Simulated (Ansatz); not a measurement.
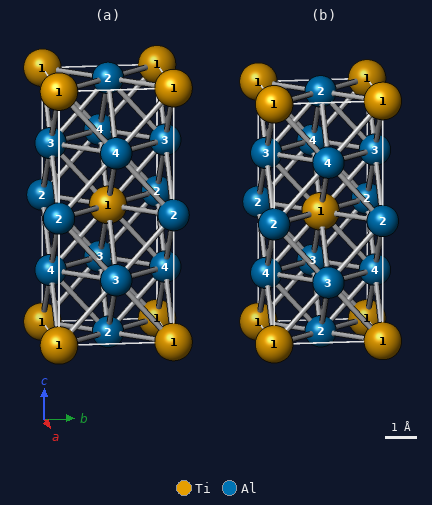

Left: a crystal of TiAl₃ (set up in I4/mmm). Right: the same structure after one change, at the same scale. The picture is a ball-and-stick view of the conventional cell (2 times the calculation's cell), seen from a free direction. Lengths and directions refer to the drawn axes.

Computed with DFT PBEsol, scalar-relativistic, plane waves, PAW in Ansatz 0.2.0. Settings: plane-wave cutoff 420 eV; k-point mesh 16 × 16 × 16; occupations gaussian; smearing width 0.1 eV; no spin polarisation.

The crystal is put under a hydrostatic pressure of 25 GPa. Cell and atoms are relaxed at that pressure.

How do the computed properties respond?

Answer. Cell: a = b 3.816 → 3.619 Å (−5.2 %), c 8.554 → 8.086 Å (−5.5 %). Volume −15.0 %. The atoms keep their places relative to the cell (all moves are under 0.005 Å). Some distances before and after: Al–Al 2.866 → 2.713 Å, Al–Ti 2.866 → 2.713 Å, Al–Ti 2.698 → 2.559 Å, Al–Al 2.698 → 2.559 Å. The space group stays I4/mmm (No. 139). The energy rises by 159 meV per atom. Pressure: 0.0 GPa before, 25.0 GPa after. It is metallic before and after.
